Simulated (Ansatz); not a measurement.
**the Si face of 3C-SiC(111): modes of surface species**

Aim: bond lengths and vibrational modes of species bound on the Si face of 3C-SiC(111).

Program: Ansatz 0.2.0. Level of theory: DFT PBE, scalar-relativistic, plane waves, PAW; PAW set soft_1. Results are calculated unless marked as measured.

**1. The bulk crystal behind the slab**

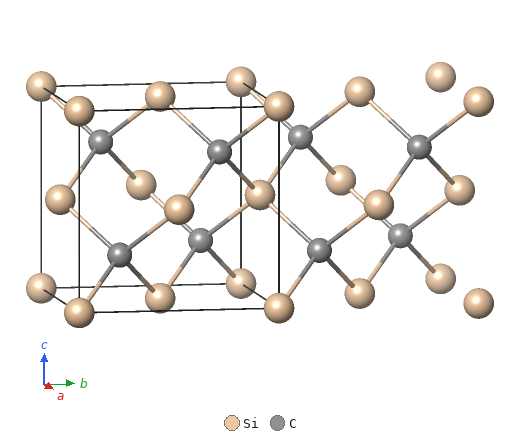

Start, viewed slightly off an axis; silicon light orange, carbon grey. 1×2×1 cells are drawn. This picture shows the conventional cell, with its axes. Bonds to atoms that aren't drawn are left out. Some periodic images of atoms are drawn too.

As a file:

```cif
data_structure
_symmetry_space_group_name_H-M 'P 1'
_symmetry_Int_Tables_number 1
_cell_length_a 3.0901
_cell_length_b 3.0901
_cell_length_c 3.0901
_cell_angle_alpha 60.000
_cell_angle_beta 60.000
_cell_angle_gamma 60.000
_cell_volume 20.86
loop_
_atom_site_label
_atom_site_type_symbol
_atom_site_fract_x
_atom_site_fract_y
_atom_site_fract_z
_atom_site_occupancy
Si1 Si 0.00000 0.00000 0.00000 1
C2 C 0.25000 0.25000 0.25000 1
```

**2. Relaxation of the host**

The host crystal is relaxed at the same level, and its volume sets the scale of the cells that follow.

File input.yaml:

```yaml
crystal:
  lattice:
    - [0.0, 2.185, 2.185]
    - [2.185, 0.0, 2.185]
    - [2.185, 2.185, 0.0]
  atoms:
    - { symbol: Si, position: [0.0, 0.0, 0.0] }
    - { symbol: C, position: [0.25, 0.25, 0.25] }
kpoints:
  mp_grid: { grid: [12, 12, 12] }
hamiltonian:
  xc: pbe
  pseudopotentials: { kind: paw, azcp: { folder: soft_1 } }
scf:
  occupations: { method: gaussian, width: 0.02 }
output:
  forces: true
  stress: true
  eigenvalues: true
relax:
  adjacent_minimum: "off"
  f_tol: 0.002
  max_steps: 60
  cell: { stress_tol: 0.02 }
```

Started as:

```console
$ ansatz run input.yaml --threads 8 --pin off --max-ram 20480MiB --backend cpu --events-out ev --progress --plain --runs-dir out
```

Numbers of over 12 decimals in the logs are rounded to 6 here.

The program printed:

```text
The last accepted step is kept in <dir> (removed where the run ends without a failure and the disk answers)
Engine: ansatz 0.2.0, aarch64-unknown-linux-gnu
Pseudopotentials: kind: paw
Pseudopotential: Si, paw, valence charge 4, recommended cutoff 420 eV (normal), soft_1/Si.paw.azcp
Pseudopotential: C, paw, valence charge 4, recommended cutoff 420 eV (normal), soft_1/C.paw.azcp
Functional definition: PBE
[...]
--- Relaxed structure (3 steps of the walk, 3 accepted, 1 SCFs on fresh bases) ---
  F+E_penalty+E_count = -887.16294756 eV   max|allowed force component| = 4.626e-17 eV/Å   (the final SCF, on the basis selected at the relaxed cell)
  cell:  # Å, volume = 21.0011 Å³
    - [0, 2.189797, 2.189797]
    - [2.189797, 0, 2.189797]
    - [2.189797, 2.189797, 0]
  atoms:
    - { symbol: Si, position: [0, 0, 0] }
    - { symbol: C, position: [0.25, 0.25, 0.25] }
[key lines of the parts left out:]
SCF converged after 5 iterations
Free energy (F): -887.162948 eV
Fermi energy:    9.982216 eV
P = ⅓ Tr σ = 0.0171 GPa (0.171 kbar)
```

The job ended after 2.2 s (8 threads of Arm Neoverse N1, shared host; peak memory 0.3 GiB; 13 s of CPU time).

Step by step:

```csv
step,energy less that of the first step (eV),largest force component (eV/Å),pressure (GPa),volume (Å³)
1,0.0000,0.0000,1.44,20.86
2,-0.0004,0.0000,0.67,20.94
3,-0.0005,0.0000,0.01,21.00
4*,-0.0006,0.0000,0.02,21.00
```

Relaxation steps marked * repeat the geometry before them on a plane-wave basis chosen anew for their cell, so energy and pressure can jump there.

The run keeps the 24 symmetry operations that it works with, so distortions that break them were not tested.

```csv
"conventional cell, symmetrised",before,after,change
a (Å),4.370,4.380,+0.2 %
b (Å),4.370,4.380,+0.2 %
c (Å),4.370,4.380,+0.2 %
volume (Å³/atom),10.43,10.50,+0.7 %
```

Final coordinates:

```xyz
2
Lattice="0.0000 2.1898 2.1898 2.1898 0.0000 2.1898 2.1898 2.1898 0.0000" Properties=species:S:1:pos:R:3 pbc="T T T"
Si    0.0000    0.0000    0.0000
C     1.0949    1.0949    1.0949
```

Numbers from this step:

```yaml
pressure: 0.01707 GPa
gap_on_the_k_mesh: 1.373 eV
volume_per_atom: 10.50 Å³
```

The forces vanish by symmetry.

The cell grew by 0.7 % in volume.

**3. Letting the atoms settle: H**

The slab carries H. Its plane takes the lattice constant of the bulk relaxed at this level. The lowest layers and the H atoms that close the back face are held, and the other atoms relax. The program lengthens the typed cell of 28.3 Å along the normal to 50.4 Å, as its cut-off of the electrostatics needs, and moves no atom.

System of this step: H on the Si face of 3C-SiC(111). The cell holds 12 atoms: 5 C, 5 Si and 2 H. Its edges and angles: a = 3.097 Å, b = 3.097 Å, c = 50.404 Å, α = 90.0°, β = 90.0°, γ = 120.0°. It derives from SiC. Vacuum lies along c.

File input.yaml:

```yaml
crystal:
  lattice:
    - [3.0968445432, 0.0, 0.0]
    - [-1.5484222716, 2.6819455858, 0.0]
    - [0.0, 0.0, 28.3349159162]
  atoms:
    - { symbol: C, position: [0.0, 0.0, 0.304179] }
    - { symbol: Si, position: [0.333333, 0.666667, 0.326488] }
    - { symbol: C, position: [0.333333, 0.666667, 0.393417] }
    - { symbol: Si, position: [0.666667, 0.333333, 0.415727] }
    - { symbol: C, position: [0.666667, 0.333333, 0.482656] }
    - { symbol: Si, position: [0.0, 0.0, 0.504965] }
    - { symbol: C, position: [0.0, 0.0, 0.571894] }
    - { symbol: Si, position: [0.333333, 0.666667, 0.594203] }
    - { symbol: C, position: [0.333333, 0.666667, 0.661132] }
    - { symbol: Si, position: [0.666667, 0.333333, 0.683442] }
    - { symbol: H, position: [0.0, 0.0, 0.265272] }
    - { symbol: H, position: [0.666667, 0.333333, 0.734728] }
  periodic: [true, true, false]
kpoints:
  mp_grid: { grid: [10, 10, 1] }
hamiltonian:
  xc: pbe
  pseudopotentials: { kind: paw, azcp: { folder: soft_1 } }
scf:
  occupations: { method: gaussian, width: 0.03 }
output:
  forces: true
  eigenvalues: true
relax:
  adjacent_minimum: "off"
  f_tol: 0.003
  max_steps: 120
  constraints: [{ sites: [0, 1, 10] }]
```

The program printed:

```text
Warning: crystal.periodic: the lattice vector that does not repeat stood 0.000° off the slab's normal, 28.335 Å along it as the deck builds it. The run solves the slab on a vector along the normal, 50.404 Å long, with every atom where it was (on the deck's vector they left 15.03 Å outside them, and the widest stretch free of ions among them is 1.90 Å). A fractional position that the run reports is one of the run's ce [...]
Warning: the atoms were moved onto the symmetric positions of the space group found under crystal.symmetry.tolerance 1.0e-5 (fractional; no operation is sought that the atoms, as they stand in a round, miss by more than twice it, and no atom is moved by as much as it), and the run uses the moved positions. Before a round's move an operation carried an atom to 3.10e-6 Å from where it should land, the largest such dist [...]
[...]
crystal.periodic: the lattice vector that does not repeat stood 0.000° off the slab's normal, 28.335 Å along it as the deck builds it. The run solves the slab on a vector along the normal, 50.404 Å long, with every atom where it was (on the deck's vector they left 15.03 Å outside them, and the widest stretch free of ions among them is 1.90 Å). A fractional position that the run reports is one of the run's cell, which [...]
[...]
Crystal: 12 atoms, lattice volume = 418.634 Å³
Basis set: ecut = 420 eV, 8137 PW (Γ), exchange–correlation on 48×48×720 points (8 copies of the dense FFT grid, shifted against one another)
Bands: 33, of which v1, the nominal top of the filled ones, is band 21 counted from 1 (20 counted from 0)
Symmetry: 6 space group operations
[...]
k-points: 14 of 100 (time reversal used)
[...]
SCF iter   1: F=—  HF=-4477.389423 eV  |F-HF|=—  |Δ(HF+E_count)|=         —  Δρ=7.72e-2  dr2=3.13e1  ethr=3.10e-3  ⟨swp⟩=14.1  Hψ=4339  notcnv=0  defer=4
[...]
SCF iter  13: F=-4467.613207 eV  HF=-4467.613207 eV  |F-HF|=4.55e-12  |Δ(HF+E_count)|=   2.76e-9  Δρ=3.94e-7  dr2=8.43e-10  ethr=1.83e-11  ⟨swp⟩=3.5  Hψ=1677  notcnv=0
SCF 1 converged in 13 iterations: F = -4467.613207 eV  dr2 = 8.43e-10
[...]
relax step   1: F+E_penalty+E_count = -4467.61320704 eV  Δ(F+E_penalty+E_count) = +0.000e0 eV  max|allowed force component| = 1.072e0 eV/Å  Δτ_max = 0.0000 Å  (13 SCF iters, dr2 threshold 2.25e-7 eV, accepted)
[...]
SCF iter   4: F=-4467.631806 eV  HF=-4467.631809 eV  |F-HF|=3.91e-6  |Δ(HF+E_count)|=   1.98e-5  Δρ=3.53e-5  dr2=8.38e-6  ethr=1.71e-7  ⟨swp⟩=26.6  Hψ=4064  notcnv=0
SCF 2 converged in 4 iterations: F = -4467.631806 eV  dr2 = 8.38e-6
relax step   2: F+E_penalty+E_count = -4467.63180558 eV  Δ(F+E_penalty+E_count) = -1.860e-2 eV  max|allowed force component| = 3.045e-1 eV/Å  Δτ_max = 0.0163 Å  (4 SCF iters, dr2 threshold 7.18e-5 eV, accepted)
SCF iter   1: F=—  HF=-4467.634465 eV  |F-HF|=—  |Δ(HF+E_count)|=         —  Δρ=5.08e-4  dr2=8.44e-4  ethr=2.37e-5  ⟨swp⟩=3.1  Hψ=1045  notcnv=0  defer=72
[...]
SCF iter   5: F=-4467.634145 eV  HF=-4467.634146 eV  |F-HF|=2.32e-7  |Δ(HF+E_count)|=   1.37e-7  Δρ=7.99e-6  dr2=5.76e-7  ethr=7.19e-9  ⟨swp⟩=12.3  Hψ=2493  notcnv=0
SCF 3 converged in 5 iterations: F = -4467.634145 eV  dr2 = 5.76e-7
relax step   3: F+E_penalty+E_count = -4467.63414529 eV  Δ(F+E_penalty+E_count) = -2.340e-3 eV  max|allowed force component| = 1.255e-2 eV/Å  Δτ_max = 0.0140 Å  (5 SCF iters, dr2 threshold 5.80e-6 eV, accepted)
[...]
relax step   4: F+E_penalty+E_count = -4467.63414564 eV  Δ(F+E_penalty+E_count) = -3.449e-7 eV  max|allowed force component| = 1.297e-2 eV/Å  Δτ_max = 0.0000 Å  (6 SCF iters, accepted)
[...]
relax step   5: F+E_penalty+E_count = -4467.63415400 eV  Δ(F+E_penalty+E_count) = -8.359e-6 eV  max|allowed force component| = 4.341e-3 eV/Å  Δτ_max = 0.0010 Å  (7 SCF iters, accepted)
SCF iter   1: F=—  HF=-4467.634278 eV  |F-HF|=—  |Δ(HF+E_count)|=         —  Δρ=1.15e-5  dr2=1.56e-6  ethr=1.33e-8  ⟨swp⟩=2.9  Hψ=985  notcnv=0
[...]
SCF iter   4: F=-4467.634155 eV  HF=-4467.634155 eV  |F-HF|=4.32e-9  |Δ(HF+E_count)|=   2.30e-9  Δρ=9.78e-7  dr2=6.19e-9  ethr=2.14e-11  ⟨swp⟩=12.8  Hψ=2784  notcnv=0
SCF 6 converged in 4 iterations: F = -4467.634155 eV  dr2 = 6.19e-9
relax step   6: F+E_penalty+E_count = -4467.63415468 eV  Δ(F+E_penalty+E_count) = -6.810e-7 eV  max|allowed force component| = 2.809e-4 eV/Å  Δτ_max = 0.0002 Å  (4 SCF iters, accepted)
SCF converged after 4 iterations
Free energy (F): -4467.634155 eV
[...]
Internal energy: -4467.634155 eV  (E = F + TS)
E sigma→0 (E₀):  -4467.634155 eV
Fermi energy:    -4.109861 eV
[...]
--- Forces (eV/Å), atoms counted from 1 ---
  atom   1  C      0.00000000     0.00000000     0.68693538
  atom   2  Si     0.00000000    -0.00000000    -0.66435188
  atom   3  C     -0.00000000     0.00000000    -0.00011794
  atom   4  Si     0.00000000    -0.00000000    -0.00018377
  atom   5  C     -0.00000000     0.00000000    -0.00014487
  atom   6  Si     0.00000000    -0.00000000    -0.00001550
  atom   7  C     -0.00000000     0.00000000    -0.00002490
  atom   8  Si     0.00000000    -0.00000000    -0.00010814
  atom   9  C     -0.00000000     0.00000000    -0.00014233
  atom  10  Si     0.00000000    -0.00000000     0.00028090
  atom  11  H      0.00000000    -0.00000000    -0.02221283
  atom  12  H     -0.00000000     0.00000000     0.00005296
  max |Σ_I F_I| component: 3.29e-5 eV/Å
--- Band table (eV; the first three rows and the last of 14) ---
  k-point 0: bands = [... 17 lower, -5.2072, -5.2072, -4.9629, -4.9629, -1.5262 (-1.5264°), -0.4543, 0.0751, 0.3016, ... 8 higher]
  k-point 1: bands = [... 17 lower, -5.6941, -5.5131, -5.3331, -5.0747, -1.3487 (-1.3488°), -0.2517, 0.2432, 0.5337, ... 8 higher]
  k-point 2: bands = [... 17 lower, -6.1893, -5.7451, -5.7100, -5.3915, -0.8656 (-0.8656°), -0.6372 (-0.6372°), -0.2965 (-0.2966°), 0.2582, ... 8 higher]
  k-point 13: bands = [... 17 lower, -7.6478, -7.5897, -7.5021, -7.0538, -1.0587, -0.9970, -0.2615, -0.2305, ... 8 higher]
  ° read free of the cell's end (the report's vacuum.weakly_bound_levels)
--- Relaxed structure (6 steps of the walk, 6 accepted, 0 SCFs on fresh bases) ---
  F+E_penalty+E_count = -4467.63415468 eV   max|allowed force component| = 2.809e-4 eV/Å
  cell:  # Å, volume = 418.6338 Å³
    - [3.096844, 0.0, 0.0]
    - [-1.548422, 2.681946, 0.0]
    - [0.0, 0.0, 50.403993]
  atoms:
    - { symbol: C, position: [0.0, 0.0, 0.170996] }
    - { symbol: Si, position: [0.333333, 0.666667, 0.183537] }
    - { symbol: C, position: [0.333333, 0.666667, 0.221098] }
    - { symbol: Si, position: [0.666667, 0.333333, 0.233644] }
    - { symbol: C, position: [0.666667, 0.333333, 0.271263] }
    - { symbol: Si, position: [-1.0799594807821735e-19, 0, 0.283809] }
    - { symbol: C, position: [-1.078085274399483e-19, 0, 0.321434] }
    - { symbol: Si, position: [0.333333, 0.666667, 0.333974] }
    - { symbol: C, position: [0.333333, 0.666667, 0.371608] }
    - { symbol: Si, position: [0.666667, 0.333333, 0.383888] }
    - { symbol: H, position: [0.0, 0.0, 0.149124] }
    - { symbol: H, position: [0.666667, 0.333333, 0.413654] }
```

Elapsed: 39 s, on 8 threads; peak memory 1 GiB.

Relaxation path:

```csv
step,energy less that of the first step (eV),largest force component (eV/Å)
1,0.0000,1.0715
2,-0.0186,0.3045
3,-0.0209,0.0125
4,-0.0209,0.0130
5,-0.0209,0.0043
6,-0.0209,0.0003
```

The run keeps the 6 symmetry operations that it works with, so distortions that break them were not tested.

The atoms that moved most (Å):

```csv
atom,dx,dy,dz,length
H12,0.000,0.000,0.031,0.031
Si10,0.000,0.000,-0.016,0.016
```

The largest force component left on a free atom is 0.28 meV/Å.

(Continued in part 2 of 3.)

[Logs are printed without paths, hosts, clocks, repeated set-up lines and the standing remarks that a program may print on its own settings, such as how far it seeks lower states.]

[Hosts, paths, dates, database ids (printed as entryN), source tags and the programs' standing remarks are cut or masked in the printed files.]
